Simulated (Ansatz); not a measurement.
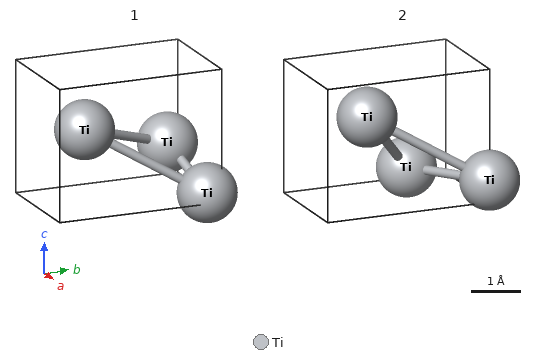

Two geometries of crystalline Ti (set up in P1), drawn at one scale. One is the start of a relaxation, the other its converged end. A ball-and-stick model of the cell of the calculation, seen slightly off an axis.

All numbers below come from Ansatz, DFT PBEsol, scalar-relativistic, plane waves, PAW. (plane-wave cutoff 420 eV; k-point mesh 12 × 12 × 12; occupations gaussian; smearing width 0.15 eV; no spin polarisation; cell and atoms relaxed; force threshold 0.01 eV/Å; at most 80 steps)

Which one is relaxed?

Structure 2 is the relaxed one. After 10 accepted moves (12 points after the start) the energy has fallen by 995 meV per atom. The largest force component goes from 5.9 to 0.00032 eV/Å. Pressure: 16.50 GPa at the start and 0.00 GPa at the end. The SCF was repeated twice at an unchanged geometry on a basis and grid sized afresh for the cell, which shifted the energy by less than 0.05 meV per atom at most. The largest move relative to the cell is that of a Ti atom, 0.92 Å along [−3 −2 −3]. The drawn cell changes at constant volume: a unchanged at 4.515 Å, b 4.515 → 4.514 Å (0.0 %), c 2.799 → 2.800 Å (0.0 %). Near-neighbour distances that change, for instance: Ti–Ti 4.302 → 2.958 Å, Ti–Ti 2.504 → 3.825 Å, Ti–Ti 3.565 → 2.606 Å, Ti–Ti 2.058 → 2.959 Å. New bonds form, among them: Ti–Ti (3.18 → 2.61 Å), Ti–Ti (3.56 → 2.61 Å), Ti–Ti (3.69 → 2.96 Å), Ti–Ti (4.30 → 2.96 Å). Among the angles between lasting bonds that change: Ti–Ti–Ti 150.1° → 99.5°, Ti–Ti–Ti 99.4° → 63.9°, Ti–Ti–Ti 118.6° → 90.0°. The space group (tolerance 0.01 Å) goes from P1 (No. 1) to P6/mmm (No. 191).
